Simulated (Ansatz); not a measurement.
# AlAs2: a trial structure relaxed

Where does this trial cell of AlAs2 go when cell and atoms are let free?

Computed with Ansatz 0.2.0 (DFT PBE, scalar-relativistic, plane waves, PAW, unless a step's input says otherwise).

## (1) The system as given

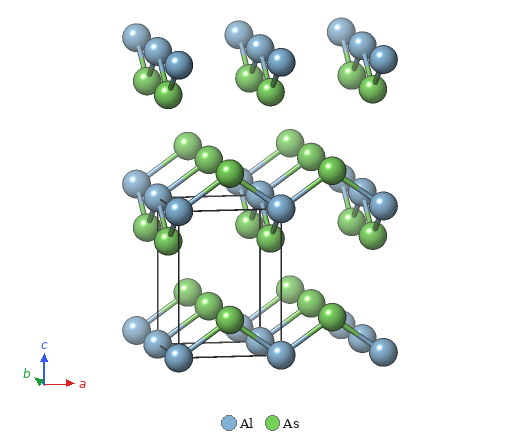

The starting structure, seen slightly off an axis (aluminium light blue, arsenic green). 2×2×2 cells are drawn. Atoms on the faces are drawn again on the opposite ones.

As a file:

```
CELL_PARAMETERS angstrom
3.88081 0.00000 0.00000
0.00000 3.88081 0.00000
0.00000 0.00000 5.48829
ATOMIC_POSITIONS crystal
Al 0.00000 0.00000 0.00000
As 0.50000 0.00000 0.25000
As 0.00000 0.50000 0.75000
```

Recipe of the guess: ordered vacancies on the cation sites of zinc blende (P-4m2, No. 115). Lengths come from tabulated atomic sizes and are only a guess.

## (2) The guess as it stands, on a coarse mesh

The input, input.yaml:

```yaml
crystal:
  lattice:
    - [3.88080825, 0.0, 0.0]
    - [0.0, 3.88080825, 0.0]
    - [0.0, 0.0, 5.48829166]
  atoms:
    - { symbol: Al, position: [0.0, 0.0, 0.0] }
    - { symbol: As, position: [0.5, 0.0, 0.25] }
    - { symbol: As, position: [0.0, 0.5, 0.75] }
basis:
  ecutwfc: 420
kpoints:
  mp_grid: { grid: [4, 4, 4] }
hamiltonian:
  xc: pbe
scf:
  occupations: { method: gaussian, width: 0.1 }
  lower_state_search: "off"
output:
  forces: true
  stress: true
  eigenvalues: true
```

Run with:

```bash
$ ansatz run input.yaml --threads 1 --pin off --max-ram 2048MiB --backend cpu --events-out ev --progress --plain --runs-dir out
```

The log of the run (excerpt; [...] marks lines left out):

```text
[...]
SCF converged after 7 iterations
Free energy (F): -10248.368608 eV
[...]
E sigma→0 (E₀):  -10248.361922 eV
Entropy (-TS):   -0.013372 eV (-4.457 meV/atom)
Fermi energy:    4.963483 eV
[...]
--- Forces (eV/Å), atoms counted from 1 ---
  atom   1  Al     0.00000000    -0.00000000    -0.00000000
  atom   2  As    -0.00000000     0.00000000     0.78867040
  atom   3  As     0.00000000     0.00000000    -0.78867040
[...]
--- Stress (GPa, compression-positive) ---
        1.889780      -0.000000      -0.000000
       -0.000000       1.889780       0.000000
       -0.000000       0.000000       0.372493
  P = ⅓ Tr σ = 1.3840 GPa (13.840 kbar)
--- Band table (eV; the first three rows and the last of 18) ---
  k-point 0: bands = ["-30.2198", "-30.2195", "-30.1960", "-30.1960", "-30.1391", "-30.1381", "-30.0598", "-30.0598", "-30.0441", "-30.0440", "-6.6495", "-4.6864", "1.3249", "3.5261", "3.5261", "6.0198", "6.1577", "6.1577", "7.7247", "8.0826", "10.4041"]
[...]
```

Run time: 4 s. Hardware: 1 thread of Arm Neoverse V1, shared host; peak memory 0.32 GiB.

From the probe: pressure 1.4 GPa, largest force 0.79 eV/Å, gap on this mesh none (metal). A guess like this is first relaxed loosely on the coarse mesh.

## (3) Rough relaxation on the coarse mesh

Changes to input.yaml since step 2:

```diff
@@ -22 +22,6 @@
   eigenvalues: true
+relax:
+  adjacent_minimum: "off"
+  f_tol: 0.04
+  max_steps: 70
+  cell: { stress_tol: 0.4 }
```

Run with:

```bash
$ ansatz run input.yaml --threads 1 --pin off --max-ram 2048MiB --backend cpu --events-out ev --progress --plain --runs-dir out
```

The log of the run:

```text
Warning: RAYON_NUM_THREADS=1 ignored (pool sized by the plan → 1); use --threads N
Engine: ansatz 0.2.0, aarch64-unknown-linux-gnu
Pseudopotentials: kind: paw
Pseudopotential: Al, paw, valence charge 3, recommended cutoff 420 eV (normal), Al.paw.azcp
Pseudopotential: As, paw, valence charge 15, recommended cutoff 420 eV (normal), As.paw.azcp
Functional definition: PBE
  parameter kappa = 0.804
  parameter beta = 0.06672455060314922
  exchange = pbe_x(kappa = kappa, mu = beta*pi^2/3)
  correlation = pbe_c(beta = beta)
Crystal: 3 atoms, lattice volume = 82.657 Å³
Basis set: ecut = 420 eV, 1659 PW (Γ), exchange–correlation on 54×54×80 points (8 copies of the dense FFT grid, shifted against one another)
Bands: 21, of which v1, the nominal top of the filled ones, is band 17 counted from 1 (16 counted from 0)
Symmetry: 8 space group operations
Space group: P-4m2 (ITA 115), of the structure as read, at distance tolerance 4.4e-5 Å
k-points: 18 of 64 (time reversal used)
Non-local potential: Al, projectors of the file, l = 0: 2, l = 1: 2, l = 2: 1
Non-local potential: As, projectors of the file, l = 0: 2, l = 1: 2, l = 2: 3, l = 3: 1
PAW form: soft (Blöchl's): semilocal exchange-correlation on the pseudo side does not see the compensation charge
PAW one-centre angular grid: Al, 110 points (default); XC on 64 Gauss nodes
PAW one-centre angular grid: As, 590 points (default); XC on 64 Gauss nodes
Initial density: superposition of atomic densities (neutral atoms: chi_scale 0, normalization atom), corrected by the library's trained network
Initial wavefunctions: pseudopotential atomic-orbital guess
Functional: x = pbe(κ = 0.804, μ = 0.2195149727645171), c = pbe(β = 0.06672455060314922)
SCF iter   1: F=—  HF=-10248.372103 eV  |F-HF|=—  |Δ(HF+E_count)|=         —  Δρ=3.06e-3  dr2=1.07e-2  ethr=1.77e-3  ⟨swp⟩=6.2  Hψ=1842  notcnv=0
preconditioner: auto → Kerker (q_TF=auto, 2.341 Å⁻¹)  [metal: Δε(μ)=0.063 eV  Ē_g=8.383 eV  σ=0.100 eV  W_gap=0.32  n_scr=20 (ndim 8)  ℏωp=14.7 eV  f_vac=0.008  D(μ)=2.74/eV (n_scr^D=20)]
SCF iter   2: F=—  HF=-10248.369949 eV  |F-HF|=—  |Δ(HF+E_count)|=   2.15e-3  Δρ=1.92e-3  dr2=5.11e-3  ethr=3.23e-5  ⟨swp⟩=1.1  Hψ=524  notcnv=0
SCF iter   3: F=—  HF=-10248.368544 eV  |F-HF|=—  |Δ(HF+E_count)|=   1.40e-3  Δρ=4.38e-4  dr2=2.02e-4  ethr=1.55e-5  ⟨swp⟩=2.0  Hψ=489  notcnv=0
SCF iter   4: F=—  HF=-10248.368554 eV  |F-HF|=—  |Δ(HF+E_count)|=   9.60e-6  Δρ=2.27e-4  dr2=7.40e-5  ethr=6.13e-7  ⟨swp⟩=2.0  Hψ=643  notcnv=0
SCF iter   5: F=—  HF=-10248.368602 eV  |F-HF|=—  |Δ(HF+E_count)|=   4.79e-5  Δρ=8.64e-5  dr2=1.64e-5  ethr=2.24e-7  ⟨swp⟩=2.1  Hψ=639  notcnv=0
SCF iter   6: F=—  HF=-10248.368606 eV  |F-HF|=—  |Δ(HF+E_count)|=   4.47e-6  Δρ=2.96e-5  dr2=9.08e-7  ethr=4.96e-8  ⟨swp⟩=2.0  Hψ=489  notcnv=0
SCF iter   7: F=-10248.368608 eV  HF=-10248.368607 eV  |F-HF|=6.24e-8  |Δ(HF+E_count)|=   1.30e-6  Δρ=7.40e-6  dr2=7.45e-8  ethr=3.03e-10  ⟨swp⟩=4.2  Hψ=1567  notcnv=0
SCF 1 converged in 7 iterations: F = -10248.368608 eV  dr2 = 7.45e-8
relax step   1: F+E_penalty+E_count = -10248.36860756 eV  Δ(F+E_penalty+E_count) = +0.000e0 eV  max|allowed force component| = 7.887e-1 eV/Å  Δτ_max = 0.0000 Å  P = +1.384 GPa  Ω = 82.657 Å³  (7 SCF iters, dr2 threshold 1.00e-7 eV, accepted)
Crystal: 3 atoms, lattice volume = 77.515 Å³
Basis set: ecut = 420 eV, 1513 PW (Γ), exchange–correlation on 54×54×80 points (8 copies of the dense FFT grid, shifted against one another)
Initial density: handed on by an earlier stage of this run
Initial wavefunctions: those handed on with the density
iter 1 solved again at ethr=7.21e-5 eV; its pass at ethr=3.10e-3 eV (dr2=2.38e-2 eV) is discarded
SCF iter   1: F=—  HF=-10248.603029 eV  |F-HF|=—  |Δ(HF+E_count)|=         —  Δρ=7.21e-3  dr2=2.32e-2  ethr=7.21e-5  ⟨swp⟩=1.1  Hψ=2234  notcnv=0
preconditioner: auto → Kerker (q_TF=auto, 2.366 Å⁻¹)  [metal: Δε(μ)=0.044 eV  Ē_g=8.354 eV  σ=0.100 eV  W_gap=0.24  n_scr=18 (ndim 8)  ℏωp=15.2 eV  f_vac=0.000  D(μ)=2.70/eV (n_scr^D=20)]
SCF iter   2: F=—  HF=-10248.601809 eV  |F-HF|=—  |Δ(HF+E_count)|=   1.22e-3  Δρ=4.15e-3  dr2=9.48e-3  ethr=7.03e-5  ⟨swp⟩=1.0  Hψ=378  notcnv=0
SCF iter   3: F=—  HF=-10248.600903 eV  |F-HF|=—  |Δ(HF+E_count)|=   9.06e-4  Δρ=4.51e-4  dr2=3.12e-4  ethr=2.87e-5  ⟨swp⟩=2.1  Hψ=449  notcnv=0
SCF iter   4: F=—  HF=-10248.600886 eV  |F-HF|=—  |Δ(HF+E_count)|=   1.64e-5  Δρ=1.75e-4  dr2=5.26e-5  ethr=9.45e-7  ⟨swp⟩=2.0  Hψ=676  notcnv=0
SCF iter   5: F=—  HF=-10248.600879 eV  |F-HF|=—  |Δ(HF+E_count)|=   7.35e-6  Δρ=1.01e-4  dr2=1.35e-5  ethr=1.59e-7  ⟨swp⟩=2.0  Hψ=676  notcnv=0
SCF iter   6: F=—  HF=-10248.600883 eV  |F-HF|=—  |Δ(HF+E_count)|=   4.07e-6  Δρ=3.03e-5  dr2=1.12e-6  ethr=4.09e-8  ⟨swp⟩=2.0  Hψ=459  notcnv=0
SCF iter   7: F=-10248.600883 eV  HF=-10248.600883 eV  |F-HF|=1.92e-8  |Δ(HF+E_count)|=   3.67e-7  Δρ=8.86e-6  dr2=9.91e-8  ethr=9.09e-10  ⟨swp⟩=6.8  Hψ=1779  notcnv=0
SCF 2 converged in 7 iterations: F = -10248.600883 eV  dr2 = 9.91e-8
relax step   2: F+E_penalty+E_count = -10248.60088324 eV  Δ(F+E_penalty+E_count) = -2.323e-1 eV  max|allowed force component| = 7.035e-1 eV/Å  Δτ_max = 0.1636 Å  P = -0.087 GPa  Ω = 77.515 Å³  energy of the carried Pulay correction = +7.815e-4 eV  (7 SCF iters, dr2 threshold 3.00e-7 eV, accepted)
Crystal: 3 atoms, lattice volume = 71.977 Å³
Basis set: ecut = 420 eV, 1401 PW (Γ), exchange–correlation on 54×54×80 points (8 copies of the dense FFT grid, shifted against one another)
iter 1 solved again at ethr=1.04e-4 eV; its pass at ethr=3.10e-3 eV (dr2=3.43e-2 eV) is discarded
SCF iter   1: F=—  HF=-10248.900160 eV  |F-HF|=—  |Δ(HF+E_count)|=         —  Δρ=7.54e-3  dr2=3.34e-2  ethr=1.04e-4  ⟨swp⟩=1.4  Hψ=2342  notcnv=0
preconditioner: auto → Resta (q_TF=auto, 2.396 Å⁻¹)  ε∞=4.5  [insulator: Δε(μ)=0.219 eV  Ē_g=8.472 eV  σ=0.100 eV  W_gap=0.81  n_scr=18 (ndim 8)  ℏωp=15.8 eV  f_vac=0.000  D(μ)=1.54/eV (n_scr^D=6)  ε∞_Penn≈4.5]
SCF iter   2: F=—  HF=-10248.895866 eV  |F-HF|=—  |Δ(HF+E_count)|=   4.29e-3  Δρ=4.11e-3  dr2=9.57e-3  ethr=1.01e-4  ⟨swp⟩=1.1  Hψ=381  notcnv=0
SCF iter   3: F=—  HF=-10248.894990 eV  |F-HF|=—  |Δ(HF+E_count)|=   8.76e-4  Δρ=3.99e-4  dr2=1.09e-4  ethr=2.90e-5  ⟨swp⟩=2.0  Hψ=468  notcnv=0
SCF iter   4: F=—  HF=-10248.895048 eV  |F-HF|=—  |Δ(HF+E_count)|=   5.79e-5  Δρ=1.58e-4  dr2=2.35e-5  ethr=3.30e-7  ⟨swp⟩=2.0  Hψ=676  notcnv=0
SCF iter   5: F=—  HF=-10248.895023 eV  |F-HF|=—  |Δ(HF+E_count)|=   2.52e-5  Δρ=7.28e-5  dr2=3.70e-6  ethr=7.12e-8  ⟨swp⟩=2.0  Hψ=675  notcnv=0
SCF iter   6: F=—  HF=-10248.895025 eV  |F-HF|=—  |Δ(HF+E_count)|=   2.31e-6  Δρ=1.71e-5  dr2=3.21e-7  ethr=1.12e-8  ⟨swp⟩=2.0  Hψ=679  notcnv=0
SCF iter   7: F=-10248.895025 eV  HF=-10248.895025 eV  |F-HF|=7.33e-9  |Δ(HF+E_count)|=   1.81e-7  Δρ=4.04e-6  dr2=1.56e-8  ethr=9.09e-10  ⟨swp⟩=5.5  Hψ=1702  notcnv=0
SCF 3 converged in 7 iterations: F = -10248.895025 eV  dr2 = 1.56e-8
relax step   3: F+E_penalty+E_count = -10248.89502505 eV  Δ(F+E_penalty+E_count) = -2.941e-1 eV  max|allowed force component| = 8.849e-1 eV/Å  Δτ_max = 0.1674 Å  P = -0.376 GPa  Ω = 71.977 Å³  energy of the carried Pulay correction = +1.681e-3 eV  (7 SCF iters, dr2 threshold 3.00e-7 eV, accepted)
[... from here on, the SCF cycles and remarks between the steps are left out ...]
relax step   4: F+E_penalty+E_count = -10249.20937959 eV  Δ(F+E_penalty+E_count) = -3.144e-1 eV  max|allowed force component| = 6.664e-1 eV/Å  Δτ_max = 0.1947 Å  P = -0.081 GPa  Ω = 67.697 Å³  energy of the carried Pulay correction = +2.423e-3 eV  (6 SCF iters, dr2 threshold 3.00e-7 eV, accepted)
relax step   5: F+E_penalty+E_count = -10249.32050279 eV  Δ(F+E_penalty+E_count) = -1.111e-1 eV  max|allowed force component| = 9.949e-2 eV/Å  Δτ_max = 0.1949 Å  P = +0.034 GPa  Ω = 65.453 Å³  energy of the carried Pulay correction = +2.828e-3 eV  (7 SCF iters, dr2 threshold 3.00e-7 eV, accepted)
relax step   6: F+E_penalty+E_count = -10249.37363718 eV  Δ(F+E_penalty+E_count) = -5.313e-2 eV  max|allowed force component| = 2.716e-1 eV/Å  Δτ_max = 0.0197 Å  P = -0.738 GPa  Ω = 65.613 Å³  energy of the carried Pulay correction = +2.799e-3 eV  (7 SCF iters, dr2 threshold 3.00e-7 eV, accepted)
relax step   7: F+E_penalty+E_count = -10249.47311740 eV  Δ(F+E_penalty+E_count) = -9.948e-2 eV  max|allowed force component| = 4.447e-1 eV/Å  Δτ_max = 0.0953 Å  P = -0.128 GPa  Ω = 63.635 Å³  energy of the carried Pulay correction = +3.166e-3 eV  (7 SCF iters, dr2 threshold 3.00e-7 eV, accepted)
relax step   8: F+E_penalty+E_count = -10249.44130645 eV  Δ(F+E_penalty+E_count) = +3.181e-2 eV  max|allowed force component| = 1.030e-1 eV/Å  Δτ_max = 0.1916 Å  P = +2.294 GPa  Ω = 60.494 Å³  energy of the carried Pulay correction = +3.770e-3 eV  (7 SCF iters, dr2 threshold 3.00e-7 eV, rejected (line search))
relax step   9: F+E_penalty+E_count = -10249.49258547 eV  Δ(F+E_penalty+E_count) = -1.947e-2 eV  max|allowed force component| = 3.153e-4 eV/Å  Δτ_max = 0.0958 Å  P = -0.876 GPa  Ω = 63.658 Å³  energy of the carried Pulay correction = +3.162e-3 eV  (8 SCF iters, accepted)
relax step  10: F+E_penalty+E_count = -10249.50148530 eV  Δ(F+E_penalty+E_count) = -8.900e-3 eV  max|allowed force component| = 3.529e-2 eV/Å  Δτ_max = 0.0211 Å  P = +1.314 GPa  Ω = 62.003 Å³  energy of the carried Pulay correction = +3.477e-3 eV  (6 SCF iters, dr2 threshold 3.00e-7 eV, accepted)
relax step  11: F+E_penalty+E_count = -10249.50806345 eV  Δ(F+E_penalty+E_count) = -6.578e-3 eV  max|allowed force component| = 9.275e-3 eV/Å  Δτ_max = 0.0168 Å  P = -0.006 GPa  Ω = 63.092 Å³  energy of the carried Pulay correction = +3.269e-3 eV  (6 SCF iters, dr2 threshold 3.00e-7 eV, accepted)
Basis set: ecut = 420 eV, 1261 PW (Γ), exchange–correlation on 54×54×60 points (8 copies of the dense FFT grid, shifted against one another)
Initial wavefunctions: pseudopotential atomic-orbital guess (no wavefunctions were taken with the density)
iter 1 solved again at ethr=8.39e-9 eV; its pass at ethr=3.10e-3 eV (dr2=2.77e-6 eV) is discarded
SCF iter   1: F=—  HF=-10249.507089 eV  |F-HF|=—  |Δ(HF+E_count)|=         —  Δρ=7.03e-5  dr2=5.83e-7  ethr=8.39e-9  ⟨swp⟩=3.2  Hψ=2664  notcnv=0
preconditioner: auto → LDOS  [metal: Δε(μ)=0.059 eV  Ē_g=8.897 eV  σ=0.100 eV  W_gap=0.31  n_scr=18 (ndim 8)  ℏωp=16.9 eV  f_vac=0.020  D(μ)=2.72/eV (n_scr^D=26)  β→1.0]
SCF iter   2: F=—  HF=-10249.507141 eV  |F-HF|=—  |Δ(HF+E_count)|=   5.19e-5  Δρ=1.93e-5  dr2=2.42e-7  ethr=1.77e-9  ⟨swp⟩=2.0  Hψ=678  notcnv=0
SCF iter   3: F=—  HF=-10249.507140 eV  |F-HF|=—  |Δ(HF+E_count)|=   9.32e-7  Δρ=5.66e-6  dr2=6.68e-9  ethr=7.32e-10  ⟨swp⟩=2.0  Hψ=678  notcnv=0
SCF iter   4: F=-10249.507140 eV  HF=-10249.507140 eV  |F-HF|=3.97e-10  |Δ(HF+E_count)|=   1.29e-8  Δρ=1.44e-6  dr2=1.30e-9  ethr=5.82e-12  ⟨swp⟩=4.6  Hψ=1473  notcnv=0
SCF 12 converged in 4 iterations: F = -10249.507140 eV  dr2 = 1.30e-9
relax step  12: F+E_penalty+E_count = -10249.50713982 eV  Δ(F+E_penalty+E_count) = +9.236e-4 eV  max|allowed force component| = 9.268e-3 eV/Å  Δτ_max = 0.0000 Å  P = -0.022 GPa  Ω = 63.092 Å³  stress off target by 2.19e-1 GPa  SCF on the basis re-selected at this cell (its energy is not comparable with the rows above)  (4 SCF iters)
basis re-selected at this cell: Δ(F+E_penalty+E_count) = +9.236e-4 eV, ΔP = -0.016 GPa vs the last step (what re-selecting the basis moved, of the pressure what is left beyond the Pulay correction that the steps carried, after the strain that the cell walked since its last selection, with what the two solves' SCF thresholds leave and, on support functions, any second-order correction that the steps lacked; it is no measure of the basis error at this ecutwfc). The dense FFT grid was sized anew with the basis: this SCF ran on 27×27×30 points, the steps before it on 27×27×40, so part of this shift can come from that change (see relax.cell in the input reference). This SCF's stress stands 2.19e-1 GPa from its target on what of the cell is left free (relax.cell.stress_tol is 4.00e-1 GPa) and its largest allowed force component is 9.27e-3 eV/Å (relax.f_tol is 4.00e-2 eV/Å): within both
SCF converged after 4 iterations
Free energy (F): -10249.507140 eV
Harris-Foulkes:  -10249.507140 eV  (|F-HF|=3.97e-10)
Internal energy: -10249.493564 eV  (E = F + TS)
E sigma→0 (E₀):  -10249.500352 eV
Entropy (-TS):   -0.013576 eV (-4.525 meV/atom)
Fermi energy:    9.137470 eV
--- Per-component energies (eV) ---
  E_band       = -493.516645
  E_kinetic    = 226.464875
  E_local      = -3901.319188  (includes V_loc(G=0)·N_el)
  E_nonlocal   = -1330.826241
  E_hartree    = 2118.450738
  E_xc         = -197.558823
  E_vxc        = -186.603607  (∫ρ·V_xc dr)
  E_paw        = -4136.690689  (= ΣΔE_a)
  E_vpaw       = 461.865122  (= ΣTr[D̂ρ^β])
  E_aug_tail   = 0.000014  (compensation charges beyond the density's cutoff)
  E_ewald      = -3028.014250
  E_smearing   = -0.013576  (= −TS)
  E_closure    = 0.000000  (closes the sum)
  Σ components = -10249.507140   (vs F -10249.507140, Δ=0.00e0)
--- Forces (eV/Å), atoms counted from 1 ---
  atom   1  Al    -0.00000000     0.00000000     0.00000000
  atom   2  As     0.00000000     0.00000000     0.00926758
  atom   3  As     0.00000000     0.00000000    -0.00926758
  max |Σ_I F_I| component: 6.94e-18 eV/Å
--- Stress (GPa, compression-positive) ---
       -0.142281       0.000000       0.000000
        0.000000      -0.142281       0.000000
        0.000000      -0.000000       0.219059
  P = ⅓ Tr σ = -0.0218 GPa (-0.218 kbar)
--- Band table (eV; the first three rows and the last of 18) ---
  k-point 0: bands = ["-26.9279", "-26.9117", "-26.8786", "-26.8507", "-26.8337", "-26.8337", "-26.8161", "-26.8161", "-26.8079", "-26.7895", "-4.8355", "0.7891", "5.2488", "5.2488", "6.0998", "6.1005", "10.3427", "11.9479", "11.9479", "12.3771", "15.0181"]
  k-point 1: bands = ["-26.9278", "-26.9116", "-26.8787", "-26.8507", "-26.8338", "-26.8338", "-26.8162", "-26.8162", "-26.8075", "-26.7891", "-4.5590", "0.3633", "3.9159", "5.5280", "5.5280", "8.5767", "10.1782", "11.0042", "11.0042", "12.8155", "14.5630"]
  k-point 2: bands = ["-26.9278", "-26.9115", "-26.8787", "-26.8507", "-26.8339", "-26.8339", "-26.8163", "-26.8163", "-26.8071", "-26.7887", "-4.2081", "-0.2826", "3.5251", "5.8844", "5.8844", "8.1270", "10.0423", "10.0423", "11.1288", "13.5145", "14.4996"]
  k-point 17: bands = ["-26.8955", "-26.8955", "-26.8909", "-26.8909", "-26.8369", "-26.8308", "-26.8210", "-26.8134", "-26.7935", "-26.7935", "-1.3845", "-1.3845", "2.4373", "4.0943", "5.0196", "5.1975", "5.1975", "9.8278", "15.7173", "16.7833", "17.8742"]
--- Relaxed structure (11 steps of the walk, 10 accepted, 1 SCFs on fresh bases) ---
  F+E_penalty+E_count = -10249.50713982 eV   max|allowed force component| = 9.268e-3 eV/Å   (the final SCF, on the basis selected at the relaxed cell)
  cell:  # Å, volume = 63.0923 Å³
    - [3.9154150341619025, 1.3726468149561006e-33, 2.9824586519077537e-17]
    - [2.573712778042689e-33, 3.9154150341619025, -6.965110205578025e-33]
    - [4.2178334746531645e-17, -9.850153315937412e-33, 4.115481149351746]
  atoms:
    - { symbol: Al, position: [2.121555609519082e-33, -1.331658686676695e-33, -2.3178989526399524e-18] }
    - { symbol: As, position: [0.5, 2.886639016460661e-33, 0.4205009584518624] }
    - { symbol: As, position: [6.692556726445021e-18, 0.5, 0.5794990415481377] }
```

Wall time 43 s (1 thread of Arm Neoverse V1, shared host); peak memory 0.35 GiB.

Step by step:

| step | E - E(step 1) (eV/cell) | largest force component (eV/Å) | pressure (GPa) | volume (Å³) |
| --- | --- | --- | --- | --- |
| 1 | 0.0000 | 0.7887 | 1.38 | 82.66 |
| 2 | -0.2323 | 0.7035 | -0.09 | 77.51 |
| 3 | -0.5264 | 0.8849 | -0.38 | 71.98 |
| 4 | -0.8408 | 0.6664 | -0.08 | 67.70 |
| 5 | -0.9519 | 0.0995 | 0.03 | 65.45 |
| 6 | -1.0050 | 0.2716 | -0.74 | 65.61 |
| 7 | -1.1045 | 0.4447 | -0.13 | 63.63 |
| 8 | -1.0727 | 0.1030 | 2.29 | 60.49 |
| 9 | -1.1240 | 0.0003 | -0.88 | 63.66 |
| 10 | -1.1329 | 0.0353 | 1.31 | 62.00 |
| 11 | -1.1395 | 0.0093 | -0.01 | 63.09 |
| 12 | -1.1385 | 0.0093 | -0.02 | 63.09 |

Step 1 is the start. Step 12 repeats the geometry before it on a plane-wave basis chosen anew for that cell, so its energy need not be comparable with the rows above. Step 8 was tried and not accepted.

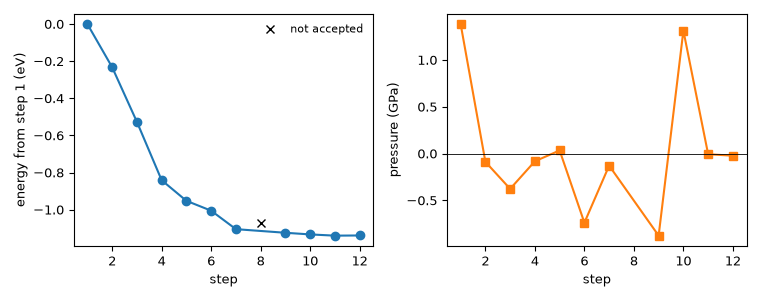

Energy and pressure along the relaxation.

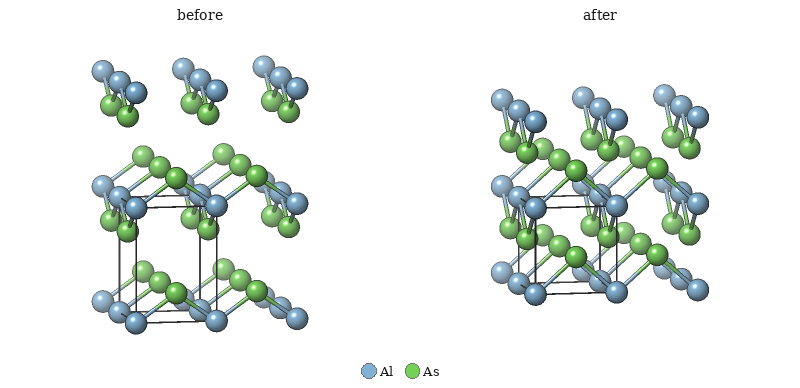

The structure before (left) and after (right) the relaxation, drawn at the same scale.

|  | before | after | change |
| --- | --- | --- | --- |
| a (Å) | 3.881 | 3.915 | +0.9 % |
| b (Å) | 3.881 | 3.915 | +0.9 % |
| c (Å) | 5.488 | 4.115 | -25.0 % |
| volume (Å³/atom) | 27.55 | 21.03 | -23.7 % |
| shortest distance (Å) | 2.377 | 2.613 | +9.9 % |
| space group (0.01 Å) | P-4m2 | P-4m2 | same |

Forces and stress were held to the start's 8 operations: a distortion of lower symmetry was not tested.

[end of part 1 of 2]
